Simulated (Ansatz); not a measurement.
Consider Cu2O.

Input

```
crystal:
  lattice:
    - [4.2228967997, 0.0, 0.0]
    - [0.0, 4.2228967997, 0.0]
    - [0.0, 0.0, 4.2228967997]
  atoms:
    - { symbol: Cu, position: [0.25, 0.25, 0.75] }
    - { symbol: Cu, position: [0.75, 0.25, 0.25] }
    - { symbol: Cu, position: [0.25, 0.75, 0.25] }
    - { symbol: Cu, position: [0.75, 0.75, 0.75] }
    - { symbol: O, position: [0.5, 0.5, 0.5] }
    - { symbol: O, position: [0.0, 0.0, 0.0] }
kpoints:
  mp_grid: { grid: [6, 6, 6] }
hamiltonian:
  xc: r2scan
  dispersion: rvv10
scf:
  occupations: { method: fermi_dirac, width: 0.03 }
relax:
  f_tol: 0.01
  cell: {}
  max_steps: 120
output:
  write_density: true
  write_potential: true
  elf: true
  volumetric_format: npy
```

Run with:

```sh
ansatz run input.yaml --threads 2 --pin off --max-ram 2211MiB --backend cpu --events-out ev --progress --plain --runs-dir out
```

Below, planes, directions and counts refer to the conventional cell (a = 4.23 Å, b = 4.23 Å, c = 4.23 Å, α = 90.00°, β = 90.00°, γ = 90.00°).

The fields are those of the run's last geometry, not of the input's.

Space group Pn-3m; a structure from a database of computed crystals, not necessarily the ambient phase; started from the database structure prototype, which need not be the ambient phase; computed without spin polarisation.

Level of theory: DFT, r2SCAN+rVV10, plane waves, PAW (Ansatz).

> What will maps of the valence pseudo-density and electron localisation function show?

Cu–O (1.83 Å): ρ is about 0.84 e/Å³ halfway; the ELF peaks at about 0.85 in the valence shell of O, 0.6 Å from its nucleus, and is about 0.25 at the midpoint; no localised pair shows between them.

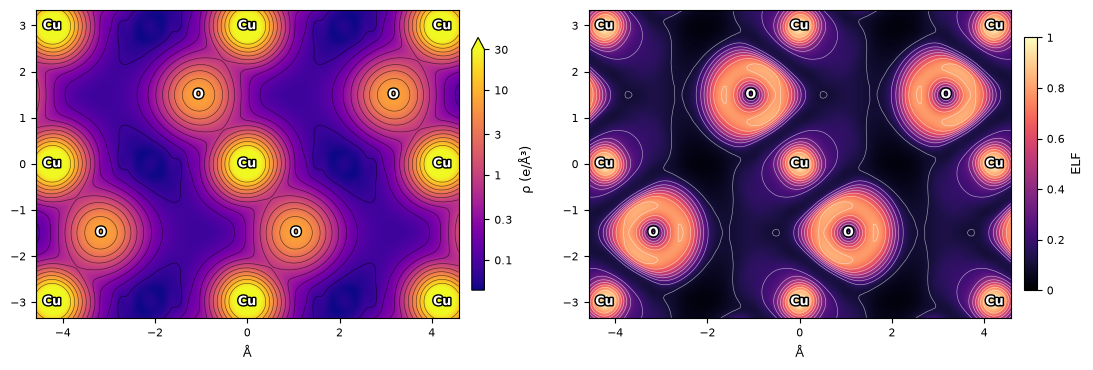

Computed valence pseudo-density and electron localisation function on the (11̄0) plane of the conventional cell, in this order. 
